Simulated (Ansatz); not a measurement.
MnO: single-point calculation (part 2 of 2)

The same run, continued: MnO (P6₃mc, 8 atoms in the cell); DFT PBE+U+J, scalar-relativistic, plane waves, PAW, U = 2 eV, J = 0.7 eV on Mn atom 1 d; U = 2 eV, J = 0.7 eV on Mn atom 2 d; U = 2 eV, J = 0.7 eV on Mn atom 5 d; U = 2 eV, J = 0.7 eV on Mn atom 6 d, spin-polarised (Ansatz 0.2.0); cutoff 420 eV, 6×6×6 k-mesh, Gaussian smearing of 0.05 eV, collinear spins. The structure derives from an entry of the Crystallography Open Database. It belongs to a series of runs on one base structure; here: random orbitals: random, high filling.

Geometry of the input (Å; fractional positions):
```
3.3717  0.0000  0.0000
-1.6859  2.9200  5.3855
0.0000  0.0000  10.7710
Mn 0.3333  0.6667  0.6721
Mn 0.6667  0.3333  0.0888
O  0.3333  0.6667  0.8544
O  0.6667  0.3333  0.2711
Mn 0.3333  0.6667  0.1721
Mn 0.6667  0.3333  0.5888
O  0.3333  0.6667  0.3544
O  0.6667  0.3333  0.7711
```

### Output, continued
```
--- Forces (eV/Å), atoms counted from 1 ---
  atom   1  Mn    -0.00000000    -0.05531308    -0.76369012
  atom   2  Mn    -0.00000000    -0.36338934    -0.39536629
  atom   3  O      0.00000000     0.37683769     0.58378322
  atom   4  O      0.00000000     0.04184657     0.57531505
  atom   5  Mn    -0.00000000    -0.05531301    -0.76369179
  atom   6  Mn    -0.00000000    -0.36341673    -0.39538917
  atom   7  O      0.00000000     0.37687617     0.58380660
  atom   8  O      0.00000000     0.04188673     0.57534853
  max |Σ_I F_I| component: 1.16e-4 eV/Å
--- Stress (GPa, compression-positive) ---
       -2.534339      -0.000000      -0.000000
       -0.000000      -7.071392      -2.432366
       -0.000000      -2.432366       4.557785
  P = ⅓ Tr σ = -1.6826 GPa (-16.826 kbar)
--- Band table (eV; the first three rows and the last of 136) ---
  k-point 0 ↑: bands = ["-71.0451", "-71.0211", "-66.4170", "-66.3964", "-39.8272", "-39.8095", "-39.7959", "-39.7909", "-39.7884", "-39.7680", "-35.3142", "-35.2739", "-35.2659", "-35.2620", "-35.2490", "-35.2430", "-9.2282", "-8.7590", "-8.6960", "-8.6033", "3.6789", "3.7417", "3.9392", "4.6146", "4.7580", "4.8831", "5.0756", "5.1238", "5.2870", "5.4069", "5.4668", "5.6194", "7.8716", "7.9099", "8.2241", "8.3850", "8.5587", "9.0666", "9.1952", "9.3430", "9.8141", "9.9961", "10.1747", "11.8908", "12.0068", "12.0760", "12.3644", "12.5327", "12.5679", "12.9600", "13.0323", "13.4825", "13.6081", "14.9695", "15.4389", "15.5950", "17.0009", "17.6267", "17.7800", "22.0038", "22.1606", "22.3391", "22.5724"]
  k-point 1 ↑: bands = ["-71.0451", "-71.0211", "-66.4170", "-66.3964", "-39.8271", "-39.8083", "-39.7960", "-39.7916", "-39.7883", "-39.7685", "-35.3134", "-35.2738", "-35.2658", "-35.2620", "-35.2501", "-35.2429", "-9.1940", "-8.7703", "-8.7133", "-8.6115", "3.7058", "3.8026", "3.9871", "4.5623", "4.7598", "4.8436", "5.0638", "5.0857", "5.2487", "5.4110", "5.4220", "5.6234", "7.8847", "7.8896", "8.1268", "8.3366", "8.7002", "9.0546", "9.1623", "9.3518", "9.9298", "9.9896", "10.3399", "11.8284", "12.0080", "12.1198", "12.4529", "12.5451", "12.5680", "12.9728", "12.9911", "13.4425", "13.5789", "14.7080", "15.2810", "15.6240", "17.1357", "17.7682", "18.3356", "21.5003", "22.0671", "22.3101", "22.3168"]
  k-point 2 ↑: bands = ["-71.0450", "-71.0211", "-66.4170", "-66.3964", "-39.8270", "-39.8054", "-39.7962", "-39.7937", "-39.7882", "-39.7694", "-35.3116", "-35.2735", "-35.2654", "-35.2621", "-35.2525", "-35.2428", "-9.1021", "-8.8369", "-8.7320", "-8.6234", "3.7960", "3.9514", "4.0862", "4.3597", "4.7631", "4.8086", "5.0167", "5.0427", "5.1521", "5.3153", "5.4517", "5.6281", "7.8296", "7.9475", "8.0238", "8.2215", "8.8617", "9.0813", "9.1399", "9.3668", "9.8009", "9.9765", "11.1395", "11.7692", "12.0600", "12.2226", "12.4839", "12.4999", "12.6874", "12.8459", "13.0651", "13.3321", "13.5084", "13.7585", "15.3308", "15.6699", "17.7155", "18.3209", "19.0780", "20.5368", "21.0404", "22.2633", "22.3426"]
  k-point 67 ↓: bands = ["-71.0444", "-71.0204", "-66.4159", "-66.3953", "-39.8255", "-39.8122", "-39.8093", "-39.7985", "-39.7923", "-39.7685", "-35.3106", "-35.2837", "-35.2716", "-35.2672", "-35.2559", "-35.2524", "-8.8029", "-8.7086", "-8.6790", "-8.5459", "3.9111", "3.9705", "4.2177", "4.4339", "4.6943", "4.7606", "4.8611", "5.0084", "5.1276", "5.2710", "5.4350", "5.6220", "7.9199", "8.0707", "8.1267", "8.2531", "8.2840", "8.4572", "8.7020", "9.0378", "9.1153", "9.5643", "11.7807", "11.9335", "12.0940", "12.1709", "12.2787", "12.4248", "12.5138", "12.6132", "12.8605", "13.1680", "14.9109", "15.4495", "16.0894", "17.3317", "17.9236", "18.0266", "18.3710", "18.7665", "19.8081", "20.0738", "20.2406"]
Occupation matrices written to [file]
--- Löwdin populations: 8 sites ---
  site symbol       q [e]    m [muB]
     0     Mn     13.8549     4.3689
     1     Mn     13.8567     4.3659
     2      O      7.0011     0.1544
     3      O      6.9889     0.0112
     4     Mn     13.8549    -4.3689
     5     Mn     13.8567    -4.3659
     6      O      7.0011    -0.1545
     7      O      6.9889    -0.0112
  spilling = 0.007105 (of n_electrons = 84.000000)
--- Occupation matrices: 4 shells (run DFT+U table (all-electron-ortho-atomic); ε = 2.31e-3) ---
  Mn0 d_3D: site group C3v (3m); on the run's cell Cs (m)
  Mn0 d_3D up     Tr n = 4.8713  λ = 0.953 0.959 0.973 0.992 0.994  [z2 0.99 (T2 1.00) A1(0.99)/A'(1.00) | x2-y2 0.62 (T2 1.00) E(0.99)/A'(1.00) | xy 0.77 (T2 0.99) E(1.00)/A''(1.00) | 2× xz 0.39 (E 0.99) E(1.00)/A'(0.50)]
  Mn0 d_3D dn     Tr n = 0.5120  λ = 0.067 0.072 0.114 0.121 0.138  [yz 0.60 (E 1.00) E(1.00)/A'(1.00) | xz 0.68 (E 1.00) E(1.00)/A''(1.00) | xy 0.68 (T2 1.00) E(1.00)/A''(1.00) | x2-y2 0.38 (T2 1.00) E(0.63)/A'(1.00) | z2 0.63 (T2 1.00) A1(0.63)/A'(1.00)]
  specified occupation → Mn0 d_3D up: matrix, ‖Δ‖_F = 0.0384, Tr Δ = -0.0213, displaced = 0.0385, d_λ = 0.0384; orbital distance = 0.0000
  specified occupation → Mn0 d_3D dn: matrix, ‖Δ‖_F = 0.1945, Tr Δ = -0.4120, displaced = 0.2060, d_λ = 0.1945; orbital distance = 0.0000
  Mn1 d_3D: site group C3v (3m); on the run's cell Cs (m)
  Mn1 d_3D up     Tr n = 4.8709  λ = 0.953 0.964 0.971 0.991 0.993  [z2 0.83 (T2 1.00) A1(0.83)/A'(1.00) | x2-y2 0.52 (T2 1.00) E(0.83)/A'(1.00) | xy 0.60 (T2 1.00) E(1.00)/A''(1.00) | 2× yz 0.32 (E 1.00) E(1.00)/A'(0.50)]
  Mn1 d_3D dn     Tr n = 0.5148  λ = 0.067 0.074 0.114 0.124 0.135  [yz 0.58 (E 0.99) E(1.00)/A'(1.00) | xy 0.50 (E 0.97) E(1.00)/A''(1.00) | xz 0.50 (T2 0.97) E(1.00)/A''(1.00) | z2 0.50 (T2 0.99) A1(0.50)/A'(1.00) | z2 0.50 (T2 1.00) E(0.50)/A'(1.00)]
  specified occupation → Mn1 d_3D up: matrix, ‖Δ‖_F = 0.0362, Tr Δ = -0.0209, displaced = 0.0340, d_λ = 0.0362; orbital distance = 0.0000
  specified occupation → Mn1 d_3D dn: matrix, ‖Δ‖_F = 0.1953, Tr Δ = -0.4148, displaced = 0.2074, d_λ = 0.1953; orbital distance = 0.0000
  Mn4 d_3D: site group C3v (3m); on the run's cell Cs (m)
  Mn4 d_3D up     Tr n = 0.5120  λ = 0.067 0.072 0.114 0.121 0.138  [yz 0.60 (E 1.00) E(1.00)/A'(1.00) | xz 0.68 (E 1.00) E(1.00)/A''(1.00) | xy 0.68 (T2 1.00) E(1.00)/A''(1.00) | x2-y2 0.38 (T2 1.00) E(0.63)/A'(1.00) | z2 0.63 (T2 1.00) A1(0.63)/A'(1.00)]
  Mn4 d_3D dn     Tr n = 4.8713  λ = 0.953 0.959 0.973 0.992 0.994  [z2 0.99 (T2 1.00) A1(0.99)/A'(1.00) | x2-y2 0.62 (T2 1.00) E(0.99)/A'(1.00) | xy 0.77 (T2 0.99) E(1.00)/A''(1.00) | 2× xz 0.39 (E 0.99) E(1.00)/A'(0.50)]
  specified occupation → Mn4 d_3D up: matrix, ‖Δ‖_F = 0.1945, Tr Δ = -0.4120, displaced = 0.2060, d_λ = 0.1945; orbital distance = 0.0000
  specified occupation → Mn4 d_3D dn: matrix, ‖Δ‖_F = 0.0384, Tr Δ = -0.0213, displaced = 0.0385, d_λ = 0.0384; orbital distance = 0.0000
  Mn5 d_3D: site group C3v (3m); on the run's cell Cs (m)
  Mn5 d_3D up     Tr n = 0.5149  λ = 0.067 0.074 0.114 0.124 0.135  [yz 0.58 (E 0.99) E(1.00)/A'(1.00) | xy 0.50 (E 0.97) E(1.00)/A''(1.00) | xz 0.50 (T2 0.97) E(1.00)/A''(1.00) | z2 0.50 (T2 0.99) A1(0.50)/A'(1.00) | z2 0.50 (T2 1.00) E(0.50)/A'(1.00)]
  Mn5 d_3D dn     Tr n = 4.8709  λ = 0.953 0.964 0.971 0.991 0.993  [z2 0.83 (T2 1.00) A1(0.83)/A'(1.00) | x2-y2 0.52 (T2 1.00) E(0.83)/A'(1.00) | xy 0.60 (T2 1.00) E(1.00)/A''(1.00) | 2× yz 0.32 (E 1.00) E(1.00)/A'(0.50)]
  specified occupation → Mn5 d_3D up: matrix, ‖Δ‖_F = 0.1953, Tr Δ = -0.4149, displaced = 0.2074, d_λ = 0.1953; orbital distance = 0.0000
  specified occupation → Mn5 d_3D dn: matrix, ‖Δ‖_F = 0.0362, Tr Δ = -0.0209, displaced = 0.0340, d_λ = 0.0362; orbital distance = 0.0000
  Tr n, λ and their labels are of the run-group-symmetrised matrices; stabiliser: 4 of 16 elements of G0×{1,Θ} (closed), max defect 9.4e-6 at τ = 4.9e-4
```

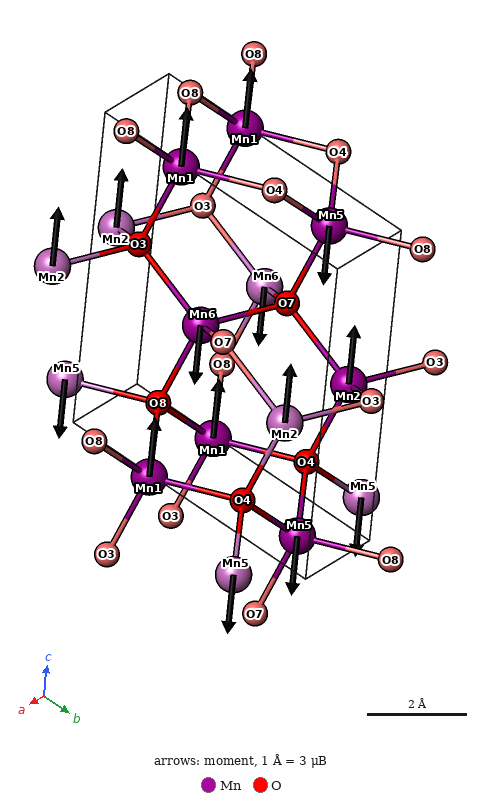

**Figure 1.** Magnetic moments of the sites as black arrows (ball-and-stick view of the reduced cell, seen slightly off an axis; neighbours outside the cell are drawn fainter; atoms are numbered from 1 in the order of the input); small moments hardly show. The run is collinear, so the axis drawn is arbitrary. Site moments: Mn5 (−3.68 μB); Mn1 (3.68 μB); Mn6 (−3.67 μB); Mn2 (3.67 μB); O7 (−0.10 μB); O3 (0.10 μB). They are counted near the atoms and needn't add up to the moment of the cell.

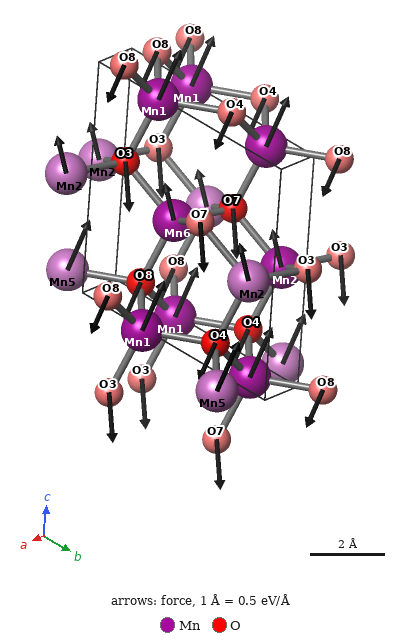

**Figure 2.** Forces on the atoms as black arrows (ball-and-stick view of the reduced cell, seen slightly off an axis; neighbours outside the cell are drawn fainter; atoms are numbered from 1 in the order of the input). The largest act on Mn1, Mn5 (0.77 eV/Å); O3, O7 (0.69 eV/Å); O4, O8 (0.58 eV/Å); Mn2, Mn6 (0.54 eV/Å). The geometry is not a stationary point of this energy.

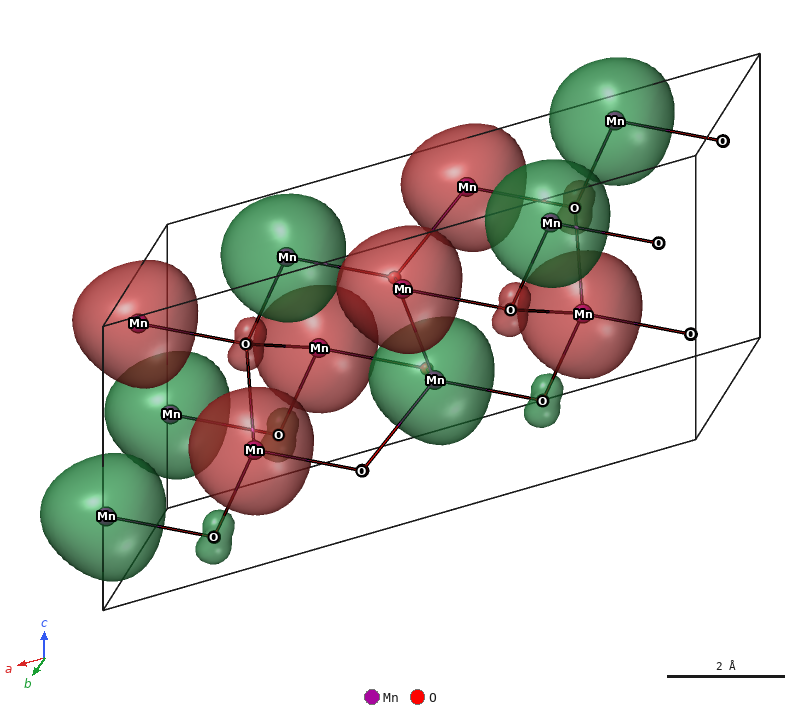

**Figure 3.** Isosurfaces of the magnetisation density (up minus down) at +0.1 (green) and −0.1 e/Å³ (red), seen at an oblique angle. Sticks mark near contacts. The outline is the cell set on symmetry axes of the magnetic structure. The cell of the calculation (8 atoms) carries 0.0 μB net. The fields are those of the smooth PAW valence density.

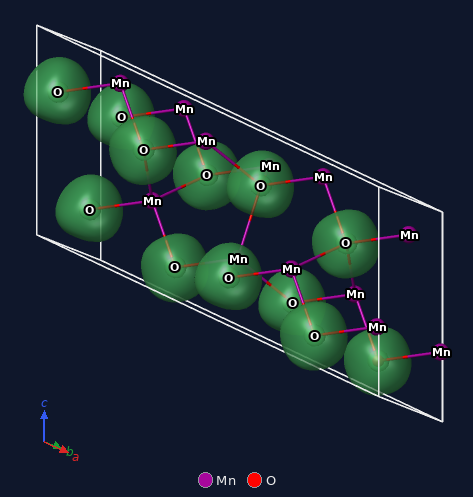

**Figure 4.** Isosurface of the ELF at 0.6 (green), seen at an oblique angle. Only the valence region is drawn (cores and ρ < 0.01 e/Å³ removed). Sticks mark near contacts. The outline is the cell set on symmetry axes of the magnetic structure. Profiles from the grid: Mn–O (1.96 Å): the ELF is about 0.20 at the midpoint. Mn–O (2.08 Å): the ELF is about 0.15 at the midpoint.

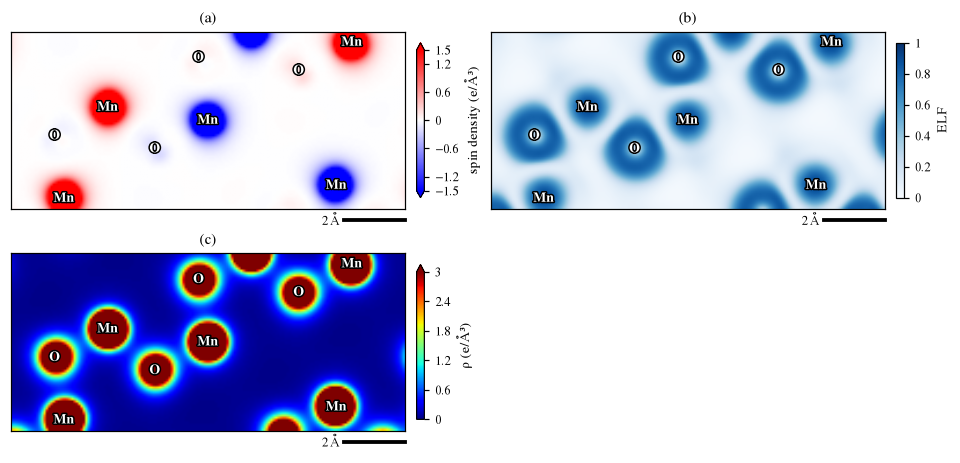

**Figure 5.** (a) magnetisation density (up minus down); (b) electron localisation function; (c) valence pseudo-density on the (010) plane of the conventional cell of the magnetic structure. The section cuts through Mn and O sites. Mn–O (1.96 Å): the density is about 0.66 e/Å³ at the midpoint; the ELF is about 0.20 at the midpoint. Mn–O (2.08 Å): ρ is about 0.5 e/Å³ halfway; the ELF is about 0.15 at the midpoint. Away from the nuclei the density in this plane falls to 0.03 e/Å³ at its lowest. The strong features right at Mn lie inside the PAW spheres (semicore, d or f shells) and say nothing about bonding. The cell of the calculation (8 atoms) carries 0.0 μB net.

### Key numbers

| quantity | value |
| --- | --- |
| outcome | converged |
| space group (tolerance 0.01 Å) | P6₃mc (186) |
| electrons treated | 84 |
| free energy | −17865.9387 eV |
| Fermi energy | 10.134 eV |
| gap on the k-point mesh | 0.10 eV |
| net moment of the cell | 0.00 μB |
| integrated absolute moment | 18.05 μB |
| pressure | −1.68 GPa |
| largest force (length of the vector) | 0.766 eV/Å |
| hardware | 4 threads of Intel Xeon (Sapphire Rapids), 16 GiB of memory available, shared host |
| wall time | 29 s (CPU time 1.9 min) |
| peak memory | 1.1 GiB |
